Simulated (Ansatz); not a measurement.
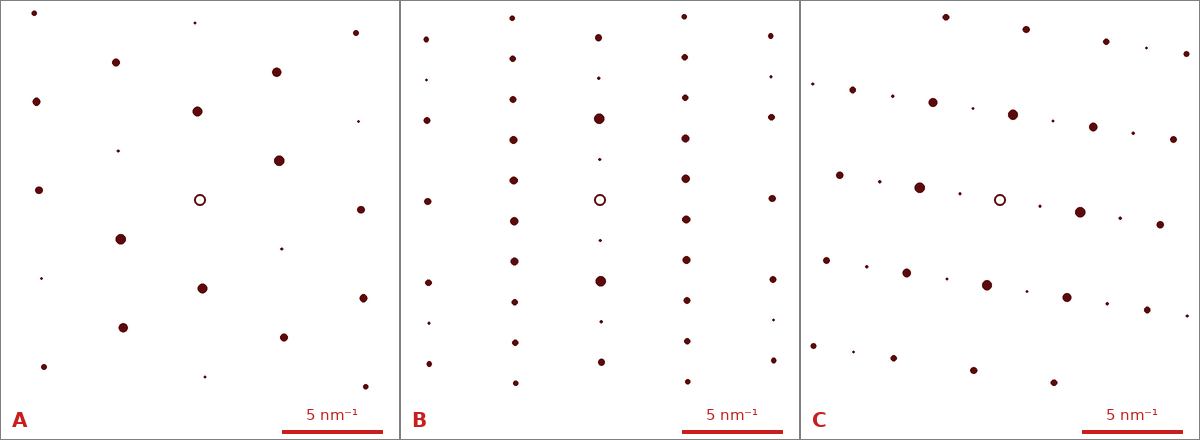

Simulated selected-area electron diffraction patterns (300 kV, kinematic approximation, thin crystal, B = 0.5 Å² for all atoms).

All three come from Ir, space group Fmmm (No. 69), a = 2.684 Å, b = 4.637 Å, c = 9.863 Å. Structure: the end point of a relaxation with DFT PBE, scalar-relativistic, plane waves, PAW (Ansatz 0.2.0); the starting structure was generated, so it need not be a known form of this composition.

```
atom  site  symmetry       x       y       z
  Ir    8i       mm2  0.5000  0.0000  0.3726
```

**Assign the zone axes [011], [100], [110] to A, B and C.**

A is [011]: centred rectangular net of 1 -1 1 at d = 2.26 Å and 1 1 -1 at d = 2.26 Å, at 65.2°. B is [110]: centred rectangular net of 0 0 2 (weak) at d = 4.93 Å and 1 -1 1 at d = 2.26 Å, at 76.7°. C is [100]: rectangular net of 0 0 2 (weak) at d = 4.93 Å and 0 2 0 at d = 2.32 Å, at 90.0°.
